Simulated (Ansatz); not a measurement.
Consider Si.

Input file:

```
crystal:
  lattice:
    - [0.0, 0.0, 2.4937990725]
    - [2.6290009028, 0.0, 0.0]
    - [-1.0e-10, 4.5535631368, 0.0]
  atoms:
    - { symbol: Si, position: [0.0, 0.0427919214, 0.0] }
    - { symbol: Si, position: [0.0, 0.4572080786, 0.5] }
basis:
  ecutwfc: 500
kpoints:
  mp_grid: { grid: [24, 22, 14] }
hamiltonian:
  xc: r2scan
scf:
  occupations: { method: gaussian, width: 0.15 }
output:
  forces: true
  stress: true
  eigenvalues: true
  write_density: true
  write_potential: true
  elf: true
  volumetric_format: npy
```

Run with:

```sh
ansatz run input.yaml --threads 2 --pin off --max-ram 5120MiB --backend cpu --events-out ev --progress --plain --runs-dir out
```

Below, planes, directions and counts refer to the conventional cell (a = 4.55 Å, b = 2.49 Å, c = 2.63 Å, α = 90.00°, β = 90.00°, γ = 90.00°).

Space group Pmma; a structure from a database of computed crystals, not necessarily the ambient phase.

All numbers below come from DFT r2SCAN, scalar-relativistic, plane waves, PAW (Ansatz).

Question: What will maps of the valence pseudo-density and electron localisation function show?

Answer: Si–Si (2.49 Å): the density is about 0.45 e/Å³ at the midpoint; the ELF peaks at about 0.90 between the atoms.

Question: Metal or insulator at this level of theory?

Answer: It is gapless in this calculation (a metal or semimetal).

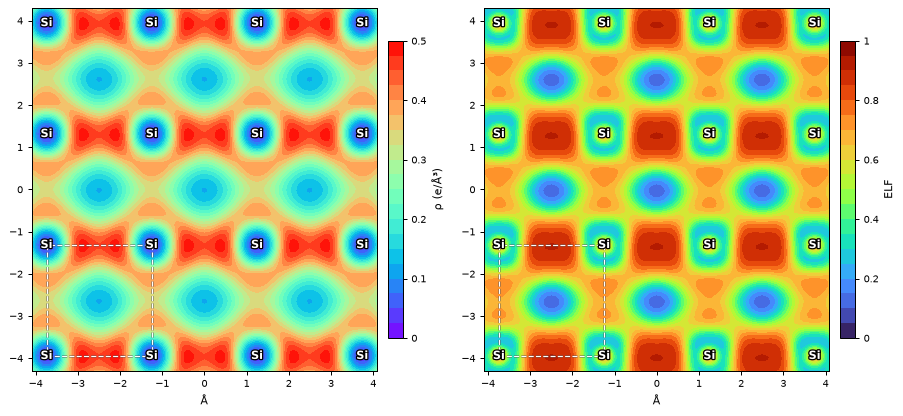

Computed valence pseudo-density and electron localisation function on the (100) plane of the conventional cell, in this order. 

In a PAW calculation such maps are meaningful between the atoms, not at the nuclei.
